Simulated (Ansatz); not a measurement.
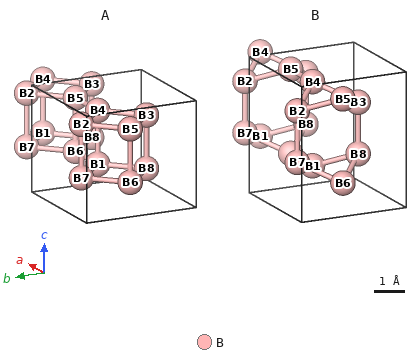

Two geometries of solid B (a generated structure, set up in P4_2/mmc), drawn at one scale. One is the start of a relaxation, the other its converged end. A ball-and-stick model of the cell of the calculation, repeated 2 × 1 × 1 with one cell outlined, seen from a free direction.

Level of theory: DFT PBE, scalar-relativistic, plane waves, PAW in Ansatz. (plane-wave cutoff 420 eV; k-point mesh 10 × 10 × 8; occupations gaussian; smearing width 0.1 eV; no spin polarisation; cell and atoms relaxed; force threshold 0.01 eV/Å; at most 80 steps)

Q: Which of the two is the end point?

A: Structure A is the relaxed one. After 9 accepted moves (14 points after the start) the energy has fallen by 267 meV per atom. The largest force component goes from 0.25 to 0.00019 eV/Å. Pressure: −0.25 GPa at the start and 0.00 GPa at the end. The line search rejected the trial steps at points 7, 8, 10 of the run. The SCF was repeated twice at an unchanged geometry on a basis and grid sized afresh for the cell, which shifted the energy by 0.8 meV per atom at most. The largest moves relative to the cell, 0.23 Å, are those of 8 atoms (B1, B2, B3, B4 and others). B5 goes along −c. Cell: a = b 4.010 → 4.203 Å (+4.8 %), c 4.855 → 3.824 Å (−21.2 %). Volume −13.5 %. Some distances before and after: B1–B4 3.012 → 1.912 Å, B1–B4 (another image) 1.843 → 1.912 Å, B1–B6 1.674 → 1.710 Å, B1–B7 1.752 → 1.763 Å. New bonds form: B1–B4 (3.01 → 1.91 Å), B2–B7 (3.01 → 1.91 Å), B3–B8 (3.01 → 1.91 Å), B5–B6 (3.01 → 1.91 Å). Among the angles between lasting bonds that change: B4–B1–B7 109.5° → 90.0°, B7–B1–B8 83.6° → 90.0°, B6–B1–B7 131.8° → 135.0°. The space group (tolerance 0.01 Å) goes from P4_2/mmc (No. 131) to P4/mmm (No. 123). The run took 2.2 min on 1 thread of Intel(R) Xeon(R) CPU @ 2.60GHz (Ice Lake) (shared host), peak memory 0.48 GiB.
